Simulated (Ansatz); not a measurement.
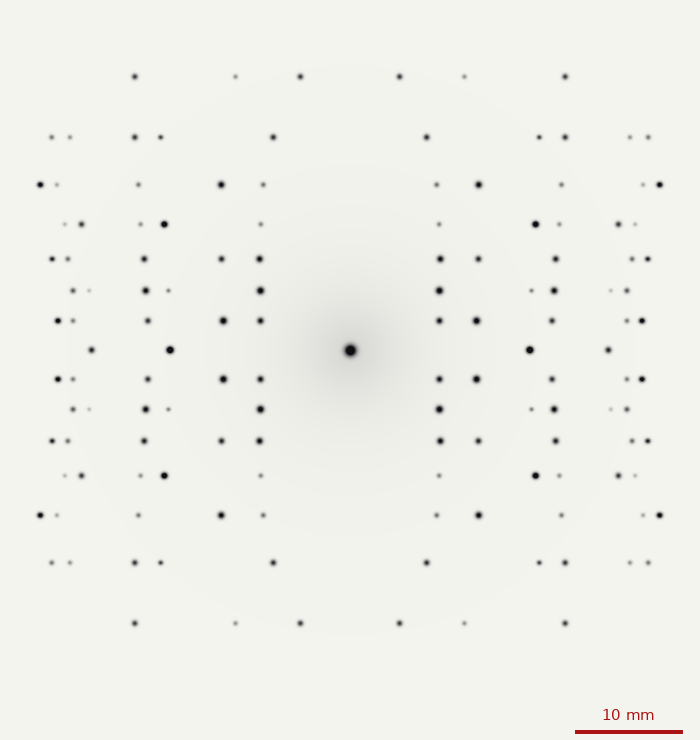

Simulated X-ray rotation photograph: Mo Kα radiation (λ = 0.7107 Å), cylindrical film of radius 28.65 mm unrolled, rotation axis vertical and normal to the beam, kinematic intensities without Lorentz or polarisation factors, the film spanning ±63° about the beam; spots down to d = 0.68 Å.

Q: What lattice repeat along the rotation axis do the layer lines give?

A: The first layer line lies 2.7 mm from the equator, so tan ν = 0.096, sin ν = 0.095 and the period is λ/sin ν = 7.44 Å. Further lines follow at 5.6, 8.6, 11.8, 15.6, 20.0, 25.7 mm.

The crystal is Co, space group Cmcm (No. 63), a = 2.432 Å, b = 7.444 Å, c = 2.448 Å. Structure: coordinates from a relaxation with DFT, revPBE, plane waves (420 eV) with PAW, scalar-relativistic (Ansatz); the starting structure was generated, so it need not be a known form of this composition.

Q: About which axis was it rotated?

A: About [010], whose length in the conventional cell is 7.444 Å.
